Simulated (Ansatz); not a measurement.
# Calculations on NbAs

**1. Relaxation**

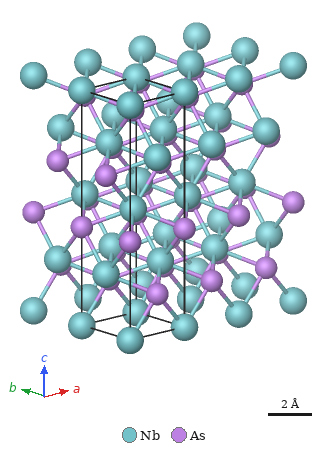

This is the input geometry for a relaxation of crystalline NbAs (set up in I4_1md). Style: ball-and-stick. Shown: the conventional cell (2 times the calculation's cell), repeated 3 × 2 × 1 with one cell outlined, from a free direction. Lengths and directions refer to the drawn axes.

Case: volume × 0.94, shape and atoms relaxed.

Theory: DFT PBE, scalar-relativistic, plane waves, PAW in Ansatz 0.2.0.

Input
```yaml
crystal:
  lattice:
    - [-1.7046640981, 1.7046640981, 5.7318832194]
    - [1.7046640981, -1.7046640981, 5.7318832194]
    - [1.7046640981, 1.7046640981, -5.7318832194]
  atoms:
    - { symbol: Nb, position: [-0.0013400136, -0.0013400136, 0.0] }
    - { symbol: Nb, position: [0.7486599864, 0.2486599864, 0.5] }
    - { symbol: As, position: [0.4173400136, 0.4173400136, 0.0] }
    - { symbol: As, position: [0.1673400136, 0.6673400136, 0.5] }
basis:
  ecutwfc: 420
kpoints:
  mp_grid: { grid: [18, 18, 18] }
hamiltonian:
  xc: pbe
scf:
  occupations: { method: gaussian, width: 0.1 }
output:
  forces: true
  stress: true
  eigenvalues: true
relax:
  adjacent_minimum: "off"
  f_tol: 0.01
  max_steps: 30
  cell: { stress_tol: 0.1, fix: [volume] }
```

Command:
```bash
ansatz run input.yaml --threads 1 --pin off --max-ram 2560MiB --backend cpu --events-out ev --progress --plain --runs-dir out
```

What does the optimiser find from here?

Answer. After 2 accepted moves (3 points after the start) the energy has fallen by 0.2 meV per atom. Largest force component: 0.02 eV/Å at the start, 0.00087 eV/Å at the end. The pressure goes from 11.48 to 11.33 GPa. At 1 point the geometry stayed and the basis and grid were re-selected for the new cell (energy shift of less than 0.05 meV per atom at most each time). The atoms keep their places relative to the cell (all moves are under 0.005 Å). The drawn cell changes at constant volume: a = b 3.409 → 3.417 Å (+0.2 %), c 11.464 → 11.414 Å (−0.4 %). The space group stays I4_1md (No. 109).

**2. Relaxation**

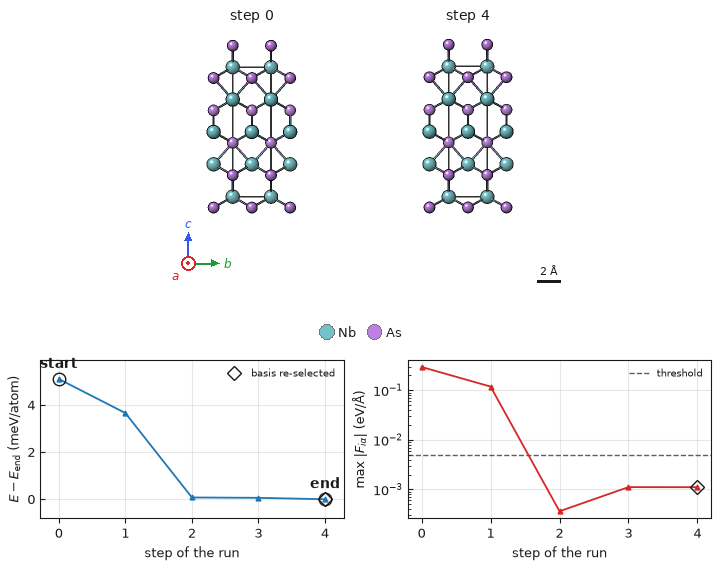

First and last geometry of a relaxation of crystalline NbAs (set up in I4_1md), with the history of the run. A ball-and-stick model of the conventional cell (2 times the calculation's cell), seen along the a axis. Lengths and directions refer to the drawn axes.

These are results of DFT PBE, scalar-relativistic, plane waves, PAW in Ansatz 0.2.0, not measurements.

The input:
```yaml
crystal:
  lattice:
    - [-1.72585, 1.72585, 5.84]
    - [1.72585, -1.72585, 5.84]
    - [1.72585, 1.72585, -5.84]
  atoms:
    - { symbol: Nb, position: [0.0, 0.0, 0.0] }
    - { symbol: Nb, position: [0.75, 0.25, 0.5] }
    - { symbol: As, position: [0.416, 0.416, 0.0] }
    - { symbol: As, position: [0.166, 0.666, 0.5] }
basis:
  ecutwfc: 420
kpoints:
  mp_grid: { grid: [18, 18, 18] }
hamiltonian:
  xc: pbe
scf:
  occupations: { method: gaussian, width: 0.1 }
output:
  forces: true
  stress: true
  eigenvalues: true
  write_density: true
  write_potential: true
  elf: true
  volumetric_format: npy
relax:
  adjacent_minimum: "off"
  f_tol: 0.005
  max_steps: 80
  cell: { stress_tol: 0.05 }
```

Run as
```bash
ansatz run input.yaml --threads 1 --pin off --max-ram 2560MiB --backend cpu --events-out ev --progress --plain --runs-dir out
```

### What do the curves and the structures tell?

It converged. The energy falls by 5.1 meV per atom in 3 accepted moves (4 points after the start). Largest force component: 0.3 eV/Å at the start, 0.0011 eV/Å at the end. Pressure: 3.26 GPa at the start and 0.00 GPa at the end. At 1 point the geometry stayed and the basis and grid were re-selected for the new cell (energy shift of 0.1 meV per atom at most each time). The largest moves relative to the cell, 0.013 Å, are those of Nb1, Nb2, As3 and As4. Nb1 goes along −c. Largest moves by element: Nb 0.013 Å, As 0.013 Å. Cell: a = b 3.452 → 3.473 Å (+0.6 %), c 11.680 → 11.749 Å (+0.6 %). Volume +1.9 %. Among the contacts that change: Nb1–As4 2.596 → 2.631 Å, Nb1–As3 2.631 → 2.637 Å. The space group stays I4_1md (No. 109). The run took 4.8 min on 1 thread of Intel(R) Xeon(R) 6975P-C (Granite Rapids) (shared host), peak memory 1.1 GiB.

**3. A change**

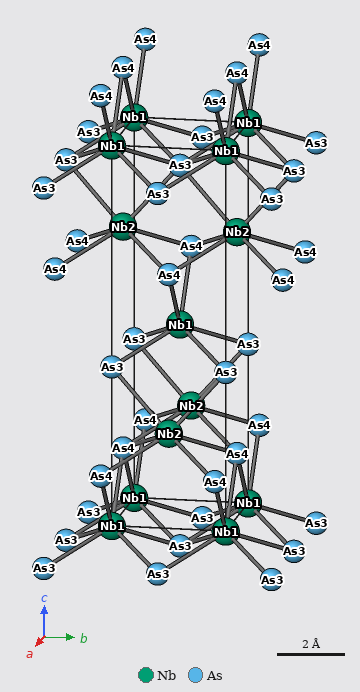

This is solid NbAs (set up in I4_1md). A ball-and-stick model of the conventional cell (2 times the calculation's cell), seen slightly off an axis. Lengths and directions refer to the drawn axes.

Method: DFT PBE, scalar-relativistic, plane waves, PAW in Ansatz. Set-up: plane-wave cutoff 420 eV; k-point mesh 18 × 18 × 18; occupations gaussian; smearing width 0.1 eV; no spin polarisation.

Change: The volume is changed by −3.0 %. The cell's shape and the atoms are relaxed at that volume.

### Predict the response.

Energy change: +8.4 meV per atom. The pressure goes from 0.0 to 5.2 GPa. Cell: a = b 3.473 → 3.445 Å (−0.8 %), c 11.749 → 11.584 Å (−1.4 %). Volume −3.0 %. The atoms keep their places relative to the cell (all moves are under 0.005 Å). Near-neighbour distances before and after: As–Nb 2.635 → 2.605 to 2.612 Å. The space group stays I4_1md (No. 109).

Drawn alike, the variant:

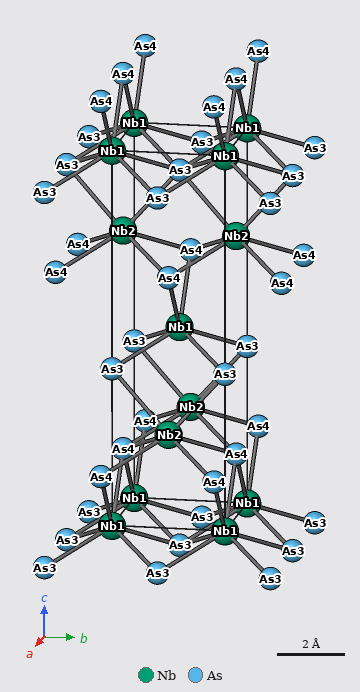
